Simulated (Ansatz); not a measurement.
System GaP (space group R-3m, No. 166); source of the atomic positions: coordinates from a relaxation at fixed volume with DFT r2SCAN, scalar-relativistic, plane waves, PAW (Ansatz).

```cif
data_structure
_symmetry_space_group_name_H-M 'R-3m:H'
_symmetry_Int_Tables_number 166
_cell_length_a 3.9207
_cell_length_b 3.9207
_cell_length_c 19.4550
_cell_angle_alpha 90.000
_cell_angle_beta 90.000
_cell_angle_gamma 120.000
_cell_volume 258.99
loop_
_atom_site_label
_atom_site_type_symbol
_atom_site_symmetry_multiplicity
_atom_site_Wyckoff_symbol
_atom_site_fract_x
_atom_site_fract_y
_atom_site_fract_z
_atom_site_occupancy
Ga1 Ga 6 c 0.33333 0.66667 0.10213 1
P1 P 6 c 0.00000 0.00000 0.05740 1
```

Describe the stacking along c, with columns A (0, 0), B (1/3, 2/3), C (2/3, 1/3) of the hexagonal mesh.

P(A) – Ga(B) – Ga(B) – P(C) – P(C) – Ga(A) – Ga(A) – P(B) – P(B) – Ga(C) – Ga(C) – P(A) (twelve layers in 19.46 Å).

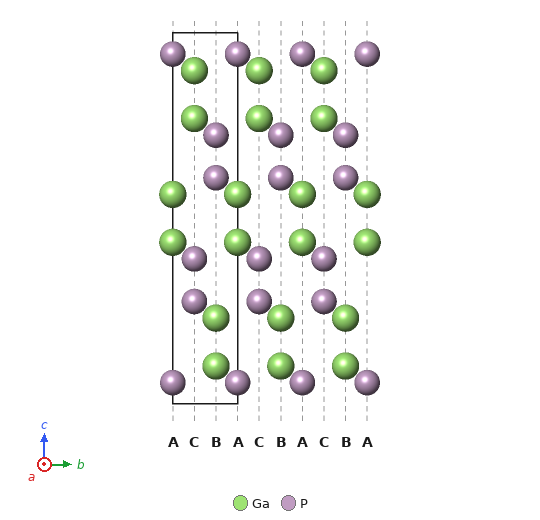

The picture looks along a close-packed row of the hexagonal mesh; c points upwards. The dashed lines mark the three columns A (0, 0), B (1/3, 2/3) and C (2/3, 1/3). The sequence starts with the first layer at or above the cell's origin.
